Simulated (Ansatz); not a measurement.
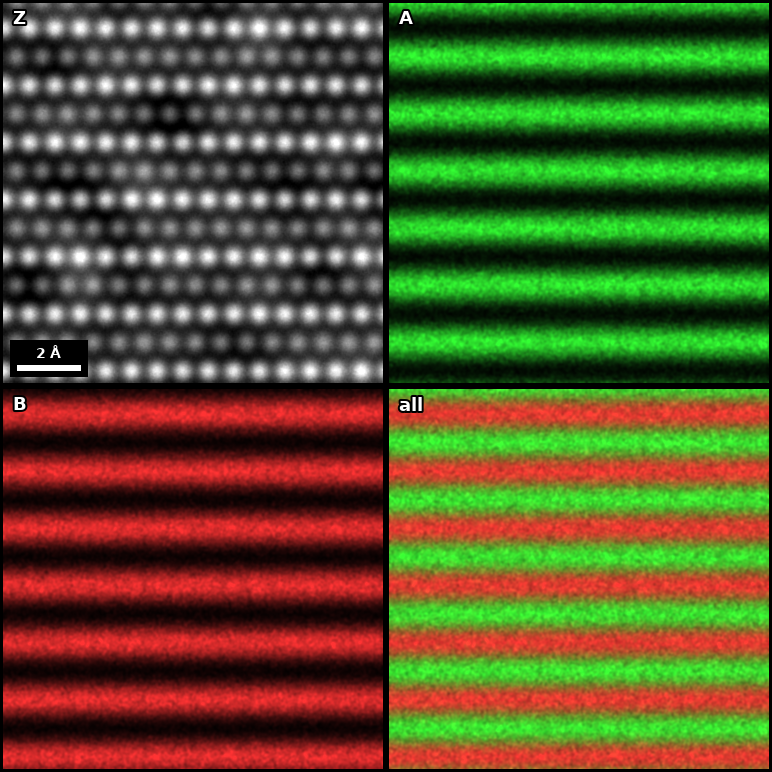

BN (F-43m, No. 216) along [210]. Panel Z: Simulation: incoherent imaging, intensity Z^1.7 per atom, probe width 0.52 Å, thin sample. Shot noise and the speckle of an amorphous layer were added. The other panels are simulated element maps (the number of atoms of one element along the beam, blurred by 0.9 Å, with counting noise; each on its own scale, no channelling); the last overlays them. Structure used: a calculation's input that goes back to an entry of the Crystallography Open Database (an earlier step may have relaxed or displaced it).

```xyz
8
Lattice="3.6096 0.0000 0.0000 0.0000 3.6096 0.0000 0.0000 0.0000 3.6096" Properties=species:S:1:pos:R:3 pbc="T T T"
B     0.0000    0.0000    0.0000
N     0.9024    0.9024    2.7072
B     0.0000    1.8048    1.8048
N     0.9024    2.7072    0.9024
B     1.8048    0.0000    1.8048
N     2.7072    0.9024    0.9024
B     1.8048    1.8048    0.0000
N     2.7072    2.7072    2.7072
```

Which element does each lettered map show?

Answer. A: B, B: N. The projected cell (0.81 × 1.80 Å, 90°) holds 2 columns: 1 of B and 1 of N. No column is shared by two of the mapped elements.
